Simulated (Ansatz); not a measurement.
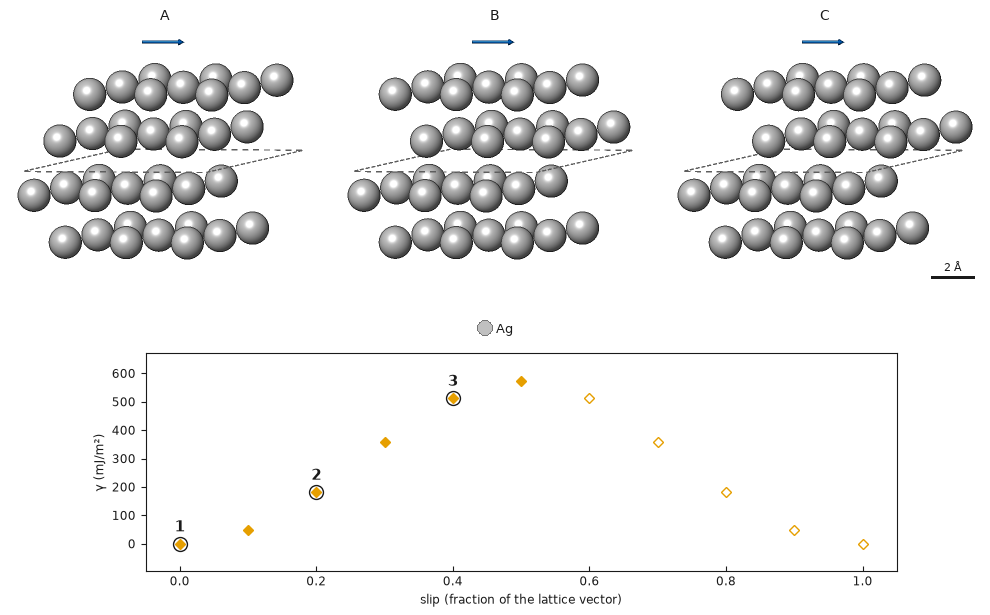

Energy scan for solid Ag (Fm-3m), in which the crystal above a cut along the (1 1 1) plane of the conventional cell (between a plane of Ag below and one of Ag above, 2.36 Å apart) is slid rigidly by fractions of an in-plane lattice vector 2.89 Å long (a generalised stacking fault). One cut stands in each cell, which starts 14.2 Å high; nothing is relaxed, and the dashed outline marks the cut, the arrow on top the direction of slip. The frames are shuffled; the numbered points of the plot belong to them. Hollow markers are points alike by symmetry, not computed again. Style: spheres-only. Shown: the layers on both sides of the cut, from the side, nearly along the cut plane.

Level of theory: DFT PBEsol, scalar-relativistic, plane waves, PAW (Ansatz). Set-up: plane-wave cutoff 420 eV; k-point mesh 18 × 18 × 4; occupations gaussian; smearing width 0.15 eV; no spin polarisation. Energies (free energies at the smearing named) are counted from the cell as listed in its source, which wasn't relaxed.

> Which frame belongs to which numbered point?

Point 1 is frame B (the slip 0.00, 0 mJ/m²); 2 is frame C (the slip 0.20, 182 mJ/m²); 3 is frame A (the slip 0.40, 513 mJ/m²). The curve starts and ends at zero, since a full lattice vector restores the crystal. Its highest computed point is 573 mJ/m² at slip 0.50, which the unstable stacking-fault energy of this rigid path equals or slightly exceeds. No local minimum shows among the points, so there is no metastable fault on this line. The path is symmetric about half-way. Relaxation across the fault would lower the values.
